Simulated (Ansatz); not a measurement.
Read the following structure.

```
Si O
1.0
     5.17861    0.00000    0.00000
     0.00000    5.17861    0.00000
     0.00000    0.00000    7.21590
Si O
4 8
Cartesian
  1.1361 1.1361 0.0000
  1.4532 3.7254 5.4119
  3.7254 1.4532 1.8040
  4.0425 4.0425 3.6080
  2.9304 3.8602 4.7671
  2.2482 1.3184 1.1592
  3.8602 2.9304 2.4488
  1.2709 4.8375 6.5711
  1.3184 2.2482 6.0568
  0.3411 3.9077 4.2528
  4.8375 1.2709 0.6448
  3.9077 0.3411 2.9631
```

Say what kind of structure these coordinates give.

Answer. The structure is one of SiO2. Space group P4_32_12 (No. 96), lattice primitive tetragonal. In the cell are 4 Si, 8 O, which makes 4 formula units. The polyhedra are SiO4 tetrahedra; they share corners. Each Si atom is coordinated by four O in a tetrahedral arrangement at 1.62 Å. Around each O lie two Si in a bent arrangement at 1.62 Å. The bonds build a three-dimensional framework.

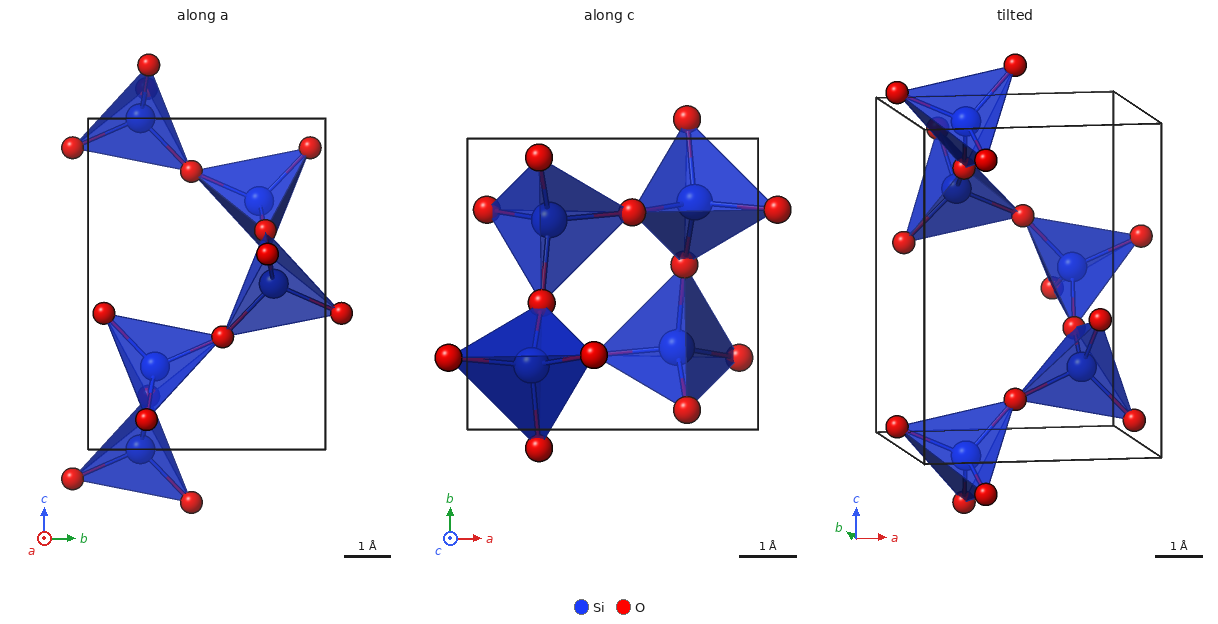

We look at a polyhedral model of the crystal along the a axis, along the c axis and slightly off an axis. Atoms at the boundary of the conventional unit cell (the box) are drawn once for each face, edge or corner they touch. A few atoms beyond the faces are included.

Its origin is a structure listed in the Materials Project. The cell was then strained or its atoms displaced on purpose. An electronic-structure calculation with Ansatz was run on it.
